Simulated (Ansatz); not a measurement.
**Si$_{4}$N: density, localisation and related maps**

```
CELL_PARAMETERS angstrom
4.30029 0.00000 0.00000
0.00000 4.30029 0.00000
0.00000 0.00000 9.02874
ATOMIC_POSITIONS crystal
Si 0.00000 0.50000 0.25000
Si 0.50000 0.00000 0.75000
Si 0.50000 0.00000 0.25000
Si 0.00000 0.50000 0.75000
Si 0.00000 0.00000 0.37367
Si 0.50000 0.50000 0.87367
Si 0.00000 0.00000 0.62633
Si 0.50000 0.50000 0.12633
N 0.00000 0.00000 0.00000
N 0.50000 0.50000 0.50000
```

Space group I4/mmm; a structure generated by program, which may or may not match a known phase; spin-polarised.

Level of theory: Ansatz, DFT PBE, scalar-relativistic, plane waves, PAW.

In a PAW calculation such maps are meaningful between the atoms, not at the nuclei.

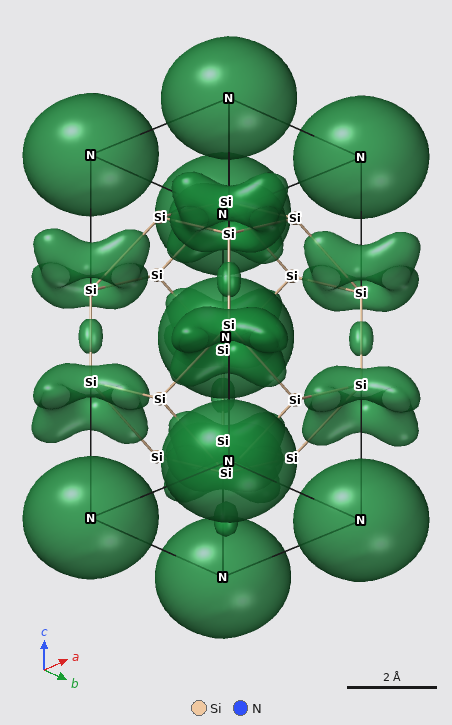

Figure 1. Isosurfaces of the spin density (up minus down) at +0.01 (green) and −0.01 e/Å³ (red), seen at an oblique angle. Sticks mark near contacts.

Where is the spin, and how is it ordered?

Answer. The spin density sits on N: +1.8 μB (×2) in one cell of 10 atoms: parallel moments, as they must be, since the calculation's own cell holds one magnetic site. The cell of the calculation (5 atoms) carries 2.0 μB of net spin moment. Only one sign reaches the isovalue.

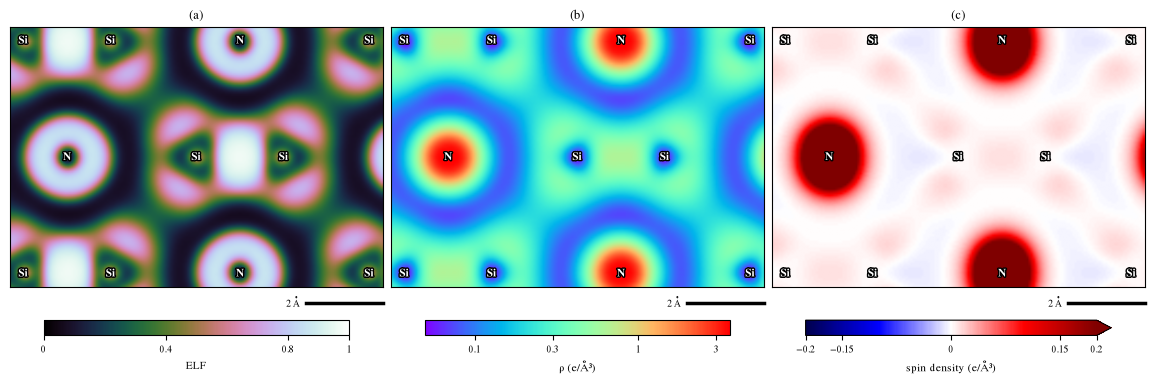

Figure 2. (a) ELF; (b) valence charge density (pseudo); (c) spin density (up minus down) on the (11̄0) plane of the conventional cell.

Interpret the plot.

Answer.
- Atoms in the plane: Si and N.
- Si–Si (2.28 Å): the density is about 0.63 e/Å³ at the midpoint; the ELF peaks at about 0.95 between the atoms.
- Si–N (3.25 Å): the density is about 0.08 e/Å³ at the midpoint; the ELF is about 0.10 at the midpoint; no shared electron pair shows on this line.
- Between the atoms the lowest density in this plane is 0.07 e/Å³.

Does the calculation make it a metal, or give it a gap?

Answer. It is metallic or semimetallic at this level of theory: no gap opens.
